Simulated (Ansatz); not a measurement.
# Calculations on CdTe and related structures

### Relaxation

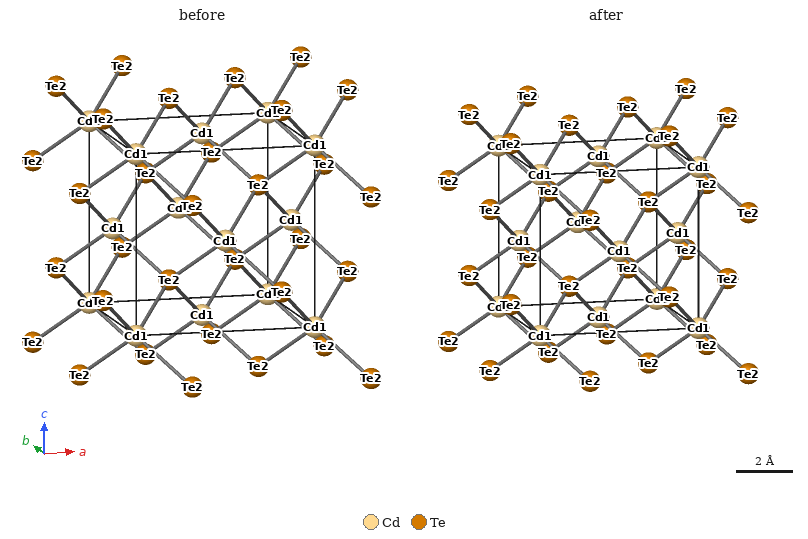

The structure of a crystal of CdTe (set up in F-43m) before (left) and after (right) a relaxation, at one scale.

A ball-and-stick model of the conventional cell (4 times the calculation's cell), seen slightly off an axis. Lengths and directions refer to the drawn axes.

Case: relaxed at 30 GPa.

These are results of Ansatz 0.2.0, DFT PBE, scalar-relativistic, plane waves, PAW, not measurements. Set-up: plane-wave cutoff 420 eV; k-point mesh 10 × 10 × 10; occupations fixed; target pressure 30 GPa; no spin polarisation; cell and atoms relaxed; force threshold 0.001 eV/Å; at most 60 steps.

**Describe what moved and what it gained.**

No atom moves by more than 0.005 Å relative to the cell. Cell: a = b = c 6.619 → 5.868 Å (−11.3 %). Volume −30.3 %. Some distances before and after: Cd1–Te2 2.866 → 2.541 Å. The space group stays F-43m (No. 216). After 6 accepted moves (8 points after the start) the energy has risen by 1.455 eV per cell of the calculation. With the target pressure of 30 GPa, the enthalpy E + pV changes by −2.659 eV per cell of the calculation. All forces vanish by symmetry, so only the cell relaxes. The pressure goes from 0.00 to 30.00 GPa. The SCF was repeated twice at an unchanged geometry on a basis and grid sized afresh for the cell, which shifted the energy by 3.4 meV per cell of the calculation at most. The run took 2.4 min on 1 thread of Intel(R) Xeon(R) Processor @ 2.50GHz (Skylake/Cascade Lake) (shared host), peak memory 0.43 GiB.

### Relaxation

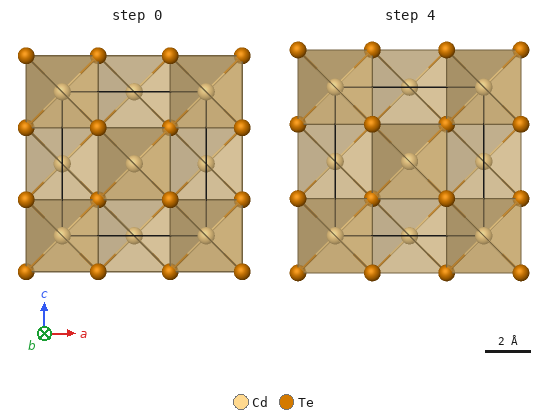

The structure of solid CdTe (set up in F-43m) before (left) and after (right) a relaxation, at one scale.

A polyhedral model of the conventional cell (4 times the calculation's cell), seen along the b axis. Lengths and directions refer to the drawn axes.

Computed with Ansatz, DFT PBE, scalar-relativistic, plane waves, PAW. (plane-wave cutoff 420 eV; k-point mesh 8 × 8 × 8; occupations gaussian; smearing width 0.02 eV; no spin polarisation; cell and atoms relaxed; force threshold 0.005 eV/Å; at most 80 steps)

### What changed between the two?

Over 3 accepted moves (4 points after the start) the energy falls by 40.0 meV per atom. All forces vanish by symmetry, so only the cell relaxes. The pressure goes from 4.24 to 0.01 GPa. At 1 point the geometry stayed and the basis and grid were re-selected for the new cell (energy shift of 0.6 meV per atom at most each time). The atoms keep their places relative to the cell (all moves are under 0.005 Å). The drawn cell changes as follows: a = b = c 6.410 → 6.617 Å (+3.2 %); the volume changes by +10.0 %. Near-neighbour distances that change, for instance: Cd–Te 2.776 → 2.865 Å. The space group stays F-43m (No. 216). The run took 62 s on 1 thread of Intel(R) Xeon(R) Processor @ 2.50GHz (Skylake/Cascade Lake), with other jobs on the host, peak memory 0.41 GiB.

### A change

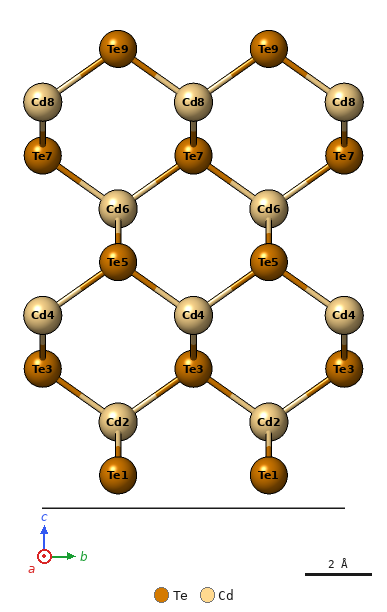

This is a (1 0 0) slab of CdTe as cut from the relaxed bulk. The picture is a ball-and-stick view of the 2 × 2 repeat of the cell, outlined in the plane, without the vacuum, seen along the a axis.

All numbers below come from DFT PBEsol, scalar-relativistic, plane waves, PAW in Ansatz 0.2.0. Settings: plane-wave cutoff 420 eV; occupations gaussian; no spin polarisation. The k-mesh is chosen for each cell (8×8×8, 6×6×1). Smearing widths differ between the runs.

Now this is done to it. The atoms of the slab are relaxed at the bulk's in-plane cell.

**What does the calculation give for the changed structure?**

The slab isn't stoichiometric; relaxing it gains 0.010 J/m². The top spacing, between the Te and Cd planes, goes from 1.62 to 1.54 Å (−4.9 %), the bottom one (Te to Cd) from 1.62 to 1.54 Å (−4.9 %). The lattice vectors keep their values. The largest moves relative to the layer's centre, 0.048 Å, are those of Te1 and Te9. Te9 goes along the normal (−c). By element the largest moves are Te 0.048 Å, Cd 0.032 Å. Some distances before and after: Cd–Te 2.810 → 2.765 to 2.845 Å.
